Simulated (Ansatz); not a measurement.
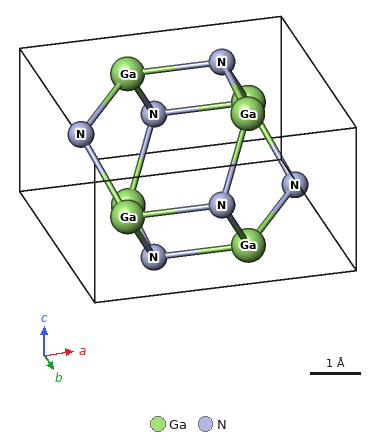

Lattice vibrations of solid GaN (a generated structure), space group P4₂/mnm (No. 136), at the zone centre. The picture is a ball-and-stick view of the cell of the calculation, seen from a free direction.

Method: Ansatz, DFT PBE, scalar-relativistic, plane waves, PAW. (plane-wave cutoff 420 eV; k-point mesh 6 × 6 × 8; occupations fixed; no spin polarisation)

Frequencies are those without the non-analytic (LO–TO) term.

Question: List the optical modes.

Answer: The calculation's cell holds 8 atoms, so there are 21 optical modes, in 16 levels. The optical modes span 2B₁g + 2E_g + 2B₁u + 2A₂g + 2A₁g + 3E_u + 2B₂g + A₂u. No level is unstable.

```csv
level,symmetry,frequency (cm⁻¹),activity
1,B₁g,80,Raman-active
2,E_g,125,Raman-active
3,B₁u,187,silent
4,A₂g,212,silent
5,A₁g,224,Raman-active
6,E_u,276,infrared-active
7,B₂g,337,Raman-active
8,B₁g,373,Raman-active
9,E_u,467,infrared-active
10,A₂g,556,silent
11,E_g,578,Raman-active
12,A₂u,584,infrared-active
13,E_u,604,infrared-active
14,B₁u,620,silent
15,A₁g,634,Raman-active
16,B₂g,707,Raman-active
```

The displacement patterns (one member of each degenerate set), 6 of the levels:

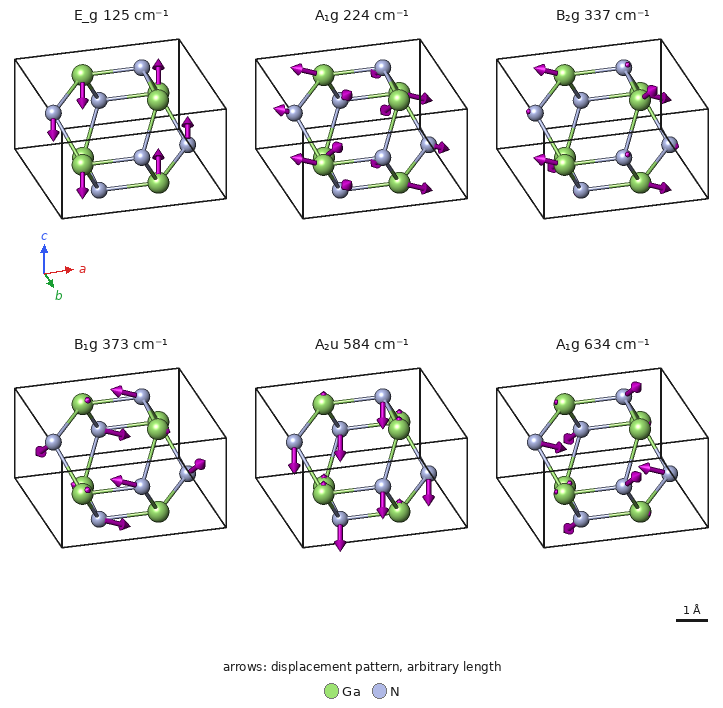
